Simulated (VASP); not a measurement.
```yaml
crystal:
  lattice:
    - [4.03774, 0.00000, 0.00000]
    - [0.00000, 4.03774, 0.00000]
    - [0.00000, 0.00000, 4.03774]
  atoms:
    - { symbol: Al, position: [0.00000, 0.00000, 0.00000] }
    - { symbol: Al, position: [0.50000, 0.50000, 0.00000] }
    - { symbol: Al, position: [0.50000, 0.00000, 0.50000] }
    - { symbol: Al, position: [0.00000, 0.50000, 0.50000] }
    - { symbol: N, position: [0.50000, 0.00000, 0.00000] }
    - { symbol: N, position: [0.00000, 0.50000, 0.00000] }
    - { symbol: N, position: [0.00000, 0.00000, 0.50000] }
    - { symbol: N, position: [0.50000, 0.50000, 0.50000] }
```

Space group Fm-3m; started from the rocksalt prototype, which need not be the ambient phase.

Method: VASP 6.6.1, DFT, r2SCAN, plane waves, PAW.

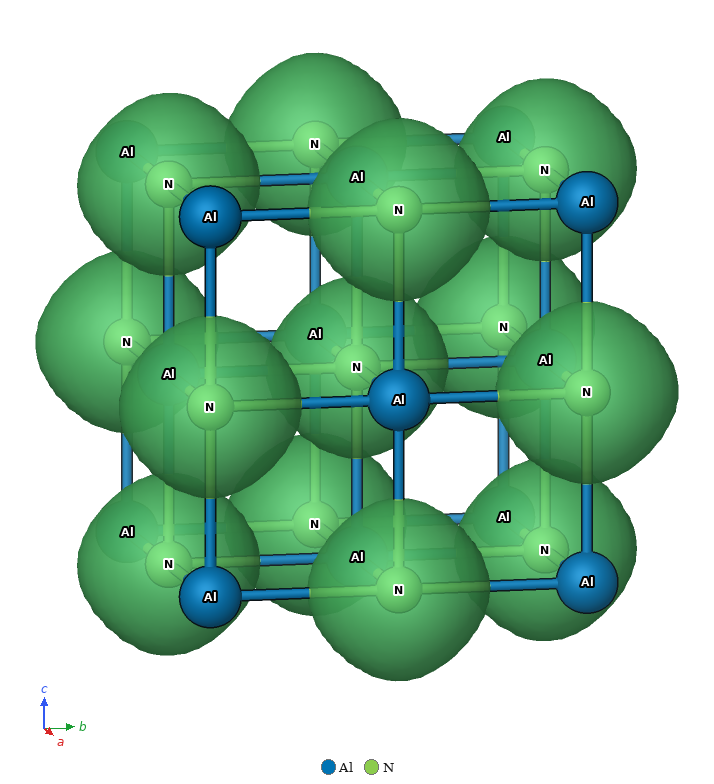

AlN. Isosurface of the valence pseudo-density at 0.6 e/Å³ (green), seen slightly off an axis. Sticks mark near contacts.

In a PAW calculation such maps are meaningful between the atoms, not at the nuclei.

Question: What does this surface tell about the bonding?

Answer: At this value the density breaks into separate islands; it holds about 60 % of the electrons treated as valence. It bridges none of the near contacts. It is pinched off along the sampled Al–N (2.02 Å) contacts. On the grid the lowest density along these lines, outside the cores, is 0.44 e/Å³ (Al–N, 2.02 Å).

Question: Does the calculation give a band gap?

Answer: It is gapped, with a Kohn–Sham gap of 5.5 eV on the k-point mesh, an upper bound to the gap of this method.
